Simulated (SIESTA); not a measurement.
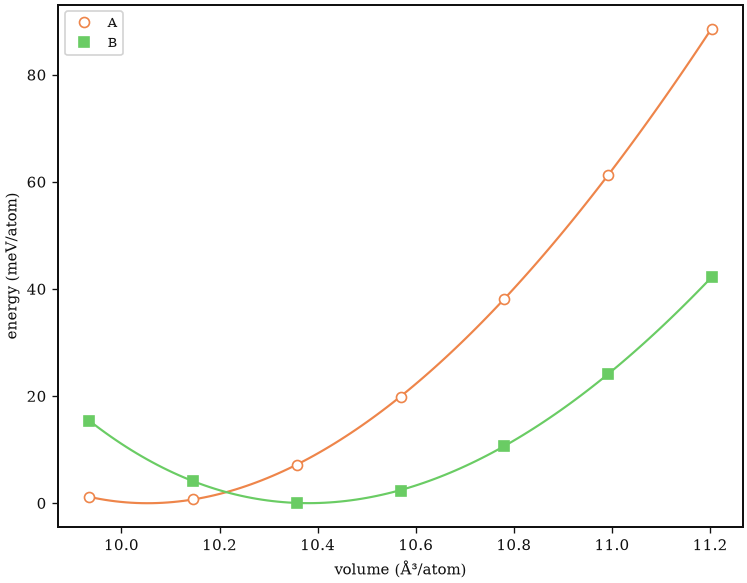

The figure compares two calculations of the energy against volume, each curve from its own zero. The first is for Ni, space group P6_3/mmc (No. 194).

The cell holds 2 atoms.

Computed with SIESTA 5.4.2: DFT in numerical atomic orbitals with pseudopotentials, collinear spins; energies at scaled volumes of the given cell, shape and fractions fixed, counted from the fit's minimum, third-order Birch-Murnaghan fit. Level: PBEsol, collinear spin.

- k mesh: 9×9×5
- occupations: Fermi–Dirac
- smearing width: 0.05 eV
- potentials: PseudoDojo 0.4 standard, converted to PSML, two zetas on semicore shells
- program settings: basis DZP, mesh cutoff 800 Ry

In the second, the level changes from PBEsol to LDA.

Which of A and B is the second calculation, and what did the change do?

A. The equilibrium volume falls from 10.38 to 10.05 Å³/atom (−3.2 %) and the bulk modulus rises from 238 to 265 GPa (+11 %).

For both, limits of the calculation: mulliken charges of long orbitals; short basis over semicore shells; shape and atomic fractions are frozen while scaling, which makes layered, chain and framework solids too stiff.

V0 and the bulk modulus come from third-order Birch–Murnaghan fits.
